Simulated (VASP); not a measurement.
**Run report: TiO2, core levels calculation (part 2 of 2)**

TiO2 (I4₁/amd, 6 atoms in the cell); Kohn-Sham DFT of a periodic cell, PBEsol, VASP PAW PBE potentials, recommended, no spin polarisation (VASP 6.6.1); cutoff 520 eV, 8×8×8 k-mesh, fermi-dirac of 0.02 eV. The structure derives from an entry of the Crystallography Open Database.

Geometry of the input (Å; fractional positions):
```
-1.8921  1.8921  4.7573
1.8921  -1.8921  4.7573
1.8921  1.8921  -4.7573
Ti 0.0000  0.0000  0.0000
Ti 0.7500  0.2500  0.5000
O  0.2081  0.2081  0.0000
O  0.9581  0.4581  0.5000
O  0.5419  0.0419  0.5000
O  0.7919  0.7919  0.0000
```

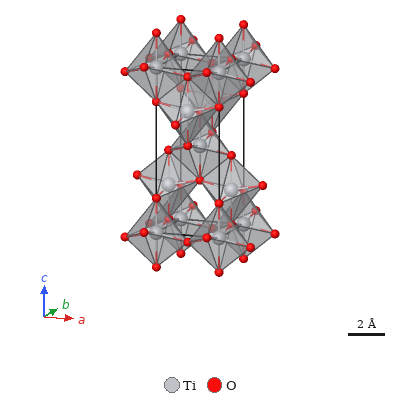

Fig. 1: The structure (polyhedral view of the cell 2 times as large as that of the calculation, set on its symmetry axes, seen slightly off an axis; polyhedra are completed across the faces of the cell).

Parts of OUTCAR, continued:
```
   k-points           NKPTS =     59   k-points in BZ     NKDIM =     59   number of bands    NBANDS=     28
   number of dos      NEDOS =    301   number of ions     NIONS =      6
   total plane-waves  NPLWV =  74088
   dimension x,y,z NGX =    42 NGY =   42 NGZ =   42
   dimension x,y,z NGXF=    84 NGYF=   84 NGZF=   84
   ions per type =               2   4
   NGX,Y,Z   is equivalent  to a cutoff of  12.79, 12.79, 12.79 a.u.
   NGXF,Y,Z  is equivalent  to a cutoff of  25.58, 25.58, 25.58 a.u.
 SYSTEM =  TiO2
   PREC   = accura    normal or accurate (medium, high low for compatibility)
   ISTART =      0    job   : 0-new  1-cont  2-samecut
   ICHARG =      2    charge: 1-file 2-atom 10-const
   ISPIN  =      1    spin polarized calculation?
   LNONCOLLINEAR =      F non collinear calculations
   LSORBIT =      F    spin-orbit coupling
   LASPH  =      T    aspherical Exc in radial PAW
   ENCUT  =  520.0 eV  38.22 Ry    6.18 a.u.  10.15 10.15 10.15*2*pi/ulx,y,z
   NELM   =    100;   NELMIN=  2; NELMDL= -5     # of ELM steps
   EDIFF  = 0.1E-06   stopping-criterion for ELM
   LREAL  =      F    real-space projection
   EDIFFG = 0.1E-05   stopping-criterion for IOM
   NSW    =      0    number of steps for IOM
   IBRION =     -1    ionic relax: 0-MD 1-quasi-New 2-CG
   NFREE  =      0    steps in history (QN), initial steepest desc. (CG)
   ISIF   =      2    stress and relaxation
   ISYM   =      2    0-nonsym 1-usesym 2-fastsym
   POTIM  = 0.5000    time-step for ionic-motion
   TEBEG  =    0.0;   TEEND  =   0.0 temperature during run
   PSTRESS=    0.0 pullay stress
   NELECT =      48.0000    total number of electrons
   NUPDOWN=      -1.0000    fix difference up-down
   EMIN   =  10.00;   EMAX   =-10.00  energy-range for DOS
   EFERMI =   0.00;   METHOD = LEGACY
   ISMEAR =    -1;   SIGMA  =   0.02  broadening in eV -4-tet -1-fermi 0-gaus
   EFERMI_NEDOS =   21; number of points for ismear=-14 and -15
   IALGO  =     38    algorithm
   IMIX   =      4    mixing-type and parameters
     AMIX     =   0.40;   BMIX     =  1.00
     AMIX_MAG =   1.60;   BMIX_MAG =  1.00
  volume/ion in A,a.u.               =      11.35        76.62
  Fermi-wavevector in a.u.,A,eV,Ry     =   1.456752  2.752862 28.873289  2.122127
  Thomas-Fermi vector in A             =   2.573634
   LORBIT       =      0    0 simple, 1 ext, 2 COOP (PROOUT), +10 PAW based schemes
   GGA     = PS    functional components
   LHFCALC =     F    Hartree Fock is set to
   AEXX    =    0.0000 exact exchange contribution
   IVDW    =     0    specifies the selected vdW correction
   LEPSILON=     F    determine dielectric tensor
   LRPA    =     F    only Hartree local field effects (RPA)
 non-spin polarized calculation
  energy-cutoff  :      520.00
  volume of cell :       68.13
 maximum number of plane-waves:      1850
 NGX is ok and might be reduce to    42
   NGX = 21   NGY = 21   NGZ = 21

 number of electron      47.9999989 magnetization

 Free energy of the ion-electron system (eV)
  ---------------------------------------------------
  ext. energy  EPLUGINS =         0.00000000
  ---------------------------------------------------
  free energy    TOTEN  =       -56.21725329 eV

  energy without entropy =      -56.21725329  energy(sigma->0) =      -56.21725329

 the core state eigenenergies are
   1-  1s  -4859.1711  2s   -528.2232  2p   -435.4753
   2-  1s  -4859.1711  2s   -528.2232  2p   -435.4753
   3-  1s   -501.0501
   4-  1s   -501.0501
   5-  1s   -501.0501
   6-  1s   -501.0501

 E-fermi :   3.6732     XC(G=0): -11.0182     alpha+bet :-12.6438

 val. band max:        3.2443234482   @ k =  -0.3750   0.3750   0.0000
 cond. band min:       5.3375620884   @ k =   0.0000   0.0000   0.0000
 fundamental gap:      2.0932386402
 Fermi energy:         3.6731537432

 k-point     1 :       0.0000    0.0000    0.0000
  band No.  band energies     occupation
      1     -52.8509      2.00000
      2     -52.7882      2.00000
      3     -29.4390      2.00000
      4     -29.1916      2.00000
      5     -29.1916      2.00000
      6     -29.1175      2.00000
      7     -29.1175      2.00000
      8     -29.0322      2.00000
      9     -14.3084      2.00000
     10     -13.2718      2.00000
     11     -13.1228      2.00000
     12     -12.7797      2.00000
     13      -0.6954      2.00000
     14      -0.5883      2.00000
     15      -0.5883      2.00000
     16      -0.1887      2.00000
     17       1.1687      2.00000
     18       1.1687      2.00000
     19       1.2386      2.00000
     20       2.5113      2.00000
     21       2.5165      2.00000
     22       2.5165      2.00000
     23       2.8044      2.00000
     24       2.8044      2.00000
     25       5.3376      0.00000
     26       6.1012      0.00000
     27       7.2506      0.00000
     28       7.2518      0.00000

 k-point     2 :       0.1250    0.0000    0.0000
  band No.  band energies     occupation
      1     -52.8488      2.00000
      2     -52.7896      2.00000
      3     -29.4345      2.00000
      4     -29.2120      2.00000
      5     -29.1931      2.00000
      6     -29.1256      2.00000
      7     -29.1150      2.00000
      8     -29.0330      2.00000
      9     -14.2234      2.00000
     10     -13.2257      2.00000
     11     -13.0985      2.00000
     12     -12.7628      2.00000
     13      -0.8350      2.00000
     14      -0.6976      2.00000
     15      -0.5738      2.00000
     16      -0.2044      2.00000
     17       1.1023      2.00000
     18       1.1453      2.00000
     19       1.3491      2.00000
     20       2.1582      2.00000
     21       2.4017      2.00000
     22       2.5102      2.00000
     23       2.5973      2.00000
     24       2.8251      2.00000
     25       5.7010      0.00000
     26       6.1615      0.00000
     27       6.8622      0.00000
     28       7.0389      0.00000

 k-point     3 :       0.2500    0.0000    0.0000
  band No.  band energies     occupation
      1     -52.8432      2.00000
      2     -52.7936      2.00000
      3     -29.4241      2.00000
      4     -29.2588      2.00000
      5     -29.1964      2.00000
      6     -29.1422      2.00000
      7     -29.1093      2.00000
      8     -29.0398      2.00000
      9     -14.0179      2.00000
     10     -13.1310      2.00000
     11     -13.0223      2.00000
     12     -12.7145      2.00000
     13      -1.2430      2.00000
     14      -0.6788      2.00000
     15      -0.5338      2.00000
     16      -0.2312      2.00000
     17       0.6756      2.00000
     18       1.0923      2.00000
     19       1.4326      2.00000
     20       1.5803      2.00000
     21       1.9069      2.00000
     22       2.4735      2.00000
     23       2.4980      2.00000
     24       2.7607      2.00000
     25       6.2129      0.00000
     26       6.4899      0.00000
     27       6.5845      0.00000
     28       6.8666      0.00000

 k-point     4 :       0.3750    0.0000   -0.0000
  band No.  band energies     occupation
      1     -52.8364      2.00000
      2     -52.7988      2.00000
      3     -29.4135      2.00000
      4     -29.3056      2.00000
      5     -29.1993      2.00000
      6     -29.1526      2.00000
      7     -29.1040      2.00000
      8     -29.0525      2.00000
      9     -13.8194      2.00000
     10     -13.0633      2.00000
     11     -12.8905      2.00000
     12     -12.6737      2.00000
     13      -1.4060      2.00000
     14      -0.6285      2.00000
     15      -0.4848      2.00000
     16      -0.4113      2.00000
     17      -0.0039      2.00000
     18       1.0526      2.00000
     19       1.2987      2.00000
     20       1.3584      2.00000
     21       1.4668      2.00000
     22       2.3666      2.00000
     23       2.4537      2.00000
     24       2.6677      2.00000
     25       6.3940      0.00000
     26       6.7122      0.00000
     27       6.8428      0.00000
     28       6.8910      0.00000

 k-point     5 :       0.5000    0.0000    0.0000
  band No.  band energies     occupation
      1     -52.8329      2.00000
      2     -52.8016      2.00000
      3     -29.4082      2.00000
      4     -29.3264      2.00000
      5     -29.2004      2.00000
      6     -29.1543      2.00000
      7     -29.1020      2.00000
      8     -29.0597      2.00000
      9     -13.7426      2.00000
     10     -13.0428      2.00000
     11     -12.7838      2.00000
     12     -12.6917      2.00000
     13      -1.2322      2.00000
     14      -1.0042      2.00000
     15      -0.4607      2.00000
     16      -0.4152      2.00000
     17      -0.1931      2.00000
     18       1.0531      2.00000
     19       1.2032      2.00000
     20       1.2837      2.00000
     21       1.2874      2.00000
     22       2.3116      2.00000
     23       2.4387      2.00000
     24       2.6403      2.00000
     25       6.4860      0.00000
     26       6.8078      0.00000
     27       6.8265      0.00000
     28       6.9312      0.00000

 [... the levels of 4 k-points are left out ...]

 k-point    10 :      -0.3750    0.1250    0.0000
  band No.  band energies     occupation
      1     -52.8364      2.00000
      2     -52.7981      2.00000
      3     -29.4222      2.00000
      4     -29.3039      2.00000

------------------------ aborting loop because EDIFF is reached ----------------------------------------

  FORCE on cell =-STRESS in cart. coord.  units (eV):
  Direction    XX          YY          ZZ          XY          YZ          ZX
  --------------------------------------------------------------------------------------
  -------------------------------------------------------------------------------------
  Total       -0.3054137     -0.3054137      0.1187583      0.0000000      0.0000000      0.0000000
  in kB       -7.1827446     -7.1827446      2.7929679      0.0000000      0.0000000      0.0000000
  external PRESSURE =      -3.8575071 kB  Pullay stress =       0.0000000 kB

 VOLUME and BASIS-vectors are now :
 -----------------------------------------------------------------------------
  energy-cutoff  :      520.00
  volume of cell :       68.13
      direct lattice vectors                 reciprocal lattice vectors
    -1.892100000  1.892100000  4.757300000     0.000000000  0.264256646  0.105101633
     1.892100000 -1.892100000  4.757300000     0.264256646  0.000000000  0.105101633
     1.892100000  1.892100000 -4.757300000     0.264256646  0.264256646  0.000000000

 POSITION                                       TOTAL-FORCE (eV/Angst)
 -----------------------------------------------------------------------------------
      0.00000      0.00000      0.00000        -0.000000     -0.000000     -0.000000
      0.00000      1.89210      2.37865        -0.000000     -0.000000     -0.000000
      0.00000      0.00000      1.97999         0.000000      0.000000      0.012198
      0.00000      1.89210      4.35864         0.000000      0.000000      0.012198
      0.00000      1.89210      0.39866         0.000000      0.000000     -0.012198
      0.00000      0.00000      7.53461        -0.000000     -0.000000     -0.012198
 -----------------------------------------------------------------------------------
    total drift:                                0.000000      0.000000      0.000000

  FREE ENERGIE OF THE ION-ELECTRON SYSTEM (eV)
  ---------------------------------------------------
  free  energy   TOTEN  =       -56.2172532858 eV

  energy  without entropy=      -56.2172532857  energy(sigma->0) =      -56.21725329
```

CONTCAR:
```
TiO2
   1.00000000000000
    -1.8920999999999999    1.8920999999999999    4.7572999999999999
     1.8920999999999999   -1.8920999999999999    4.7572999999999999
     1.8920999999999999    1.8920999999999999   -4.7572999999999999
  Ti              O
     2     4
Direct
     0.0000000000000000    0.0000000000000000    0.0000000000000000
     0.7500000000000000    0.2500000000000000    0.5000000000000000
     0.2081000000000017    0.2081000000000017    0.0000000000000000
     0.9581000000000017    0.4581000000000017    0.5000000000000000
     0.5418999999999983    0.0418999999999983    0.5000000000000000
     0.7918999999999983    0.7918999999999983    0.0000000000000000

  0.00000000E+00  0.00000000E+00  0.00000000E+00
  0.00000000E+00  0.00000000E+00  0.00000000E+00
  0.00000000E+00  0.00000000E+00  0.00000000E+00
  0.00000000E+00  0.00000000E+00  0.00000000E+00
  0.00000000E+00  0.00000000E+00  0.00000000E+00
  0.00000000E+00  0.00000000E+00  0.00000000E+00
```
